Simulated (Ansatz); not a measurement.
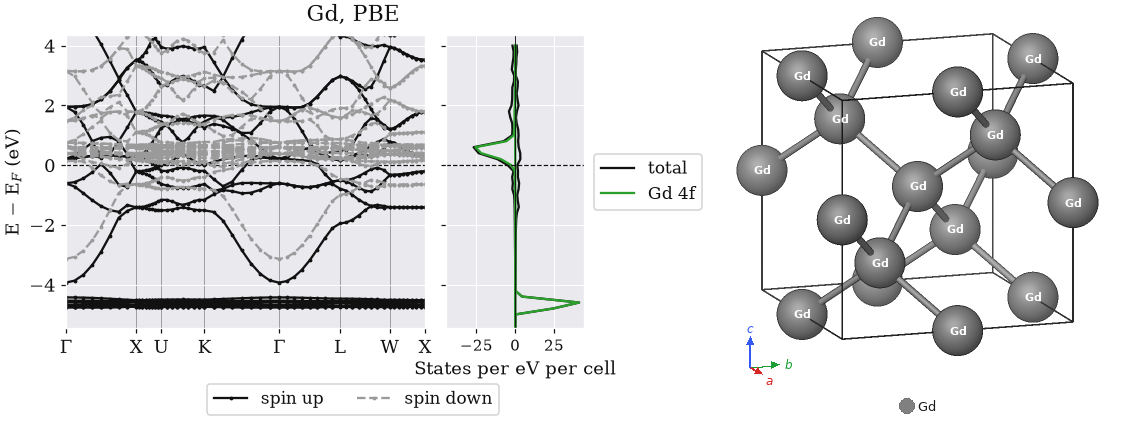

Band structure and density of states, beside the structure. Energies are counted from the Fermi level. The path runs straight from each named point to the next. The partial curves are projected on atomic shells. Spin-down states are drawn negative.

The material is Gd, space group Fd-3m (No. 227), 2 atoms in the cell.

Level of theory: DFT, PBE, all-electron LAPW, scalar-relativistic, spin-polarised, 9×9×9 k mesh, Fermi-Dirac smearing of 0.03 eV; code Ansatz.

Metal, semiconductor or insulator?

A metal: bands cross the Fermi level along this path.

Are there flat bands near the Fermi level?

12 bands within 1.5 eV of the Fermi level are narrower than 0.3 eV along the path; they lie between 0.2 and 0.9 eV and signal localised states.

Where is the centre of the Gd 4f band?

Over the range shown, the centre of the Gd 4f weight lies 2.1 eV below the Fermi level, and about 50 % of the shell is filled. The centres of the two spins are 5.2 eV apart (the exchange splitting).

What is the density of states at the Fermi level?

The density of states at the Fermi level isn't well fixed here: it changes fast, and within 0.3 eV it runs from 2.9 to 21 per eV and cell.

The run may have settled in a state above the lowest, so this need not be the ground state. Spin-orbit coupling is left out, which matters for Gd.
